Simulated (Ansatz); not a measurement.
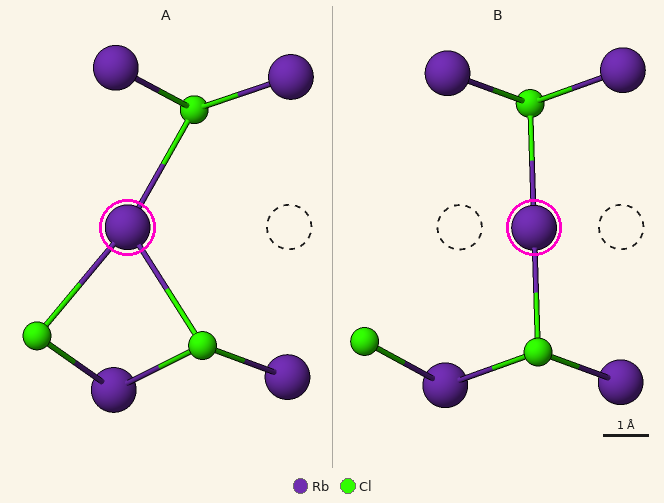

A vacancy jump of rubidium in RbCl (Pm-3m phase), in a neutral cell with 23 atoms, whose images lie 9.5 Å apart. One frame is the relaxed vacancy; in the other the neighbouring Rb atom (ringed) was set half-way along its jump of 3.88 Å and all atoms were relaxed in the symmetry of that start. Dashed circles mark empty sites. A ball-and-stick model of the slice 3.8 Å thick through the jump, out to 4.7 Å from its middle, seen across the jump.

Level of theory: DFT PBEsol, scalar-relativistic, plane waves, PAW (Ansatz 0.2.0). Settings: plane-wave cutoff 420 eV; k-point mesh 4 × 4 × 2; occupations gaussian; smearing width 0.05 eV; no spin polarisation; atoms relaxed in a fixed cell; force threshold 0.02 eV/Å.

> What does the half-way point cost?

Frame B is the half-way start after relaxation. It lies 0.35 eV above the relaxed vacancy. The atom stays half-way, on the straight line. The symmetry of the start was kept and can hold it there, so for a path with one hump at the middle this is the barrier or an upper bound to it. There it has 4 Cl as nearest neighbours, the closest at 3.02 Å. Both cells are metallic on the mesh.

Limits of the set-up: the cell has an odd number of electrons but was run without spin polarisation.
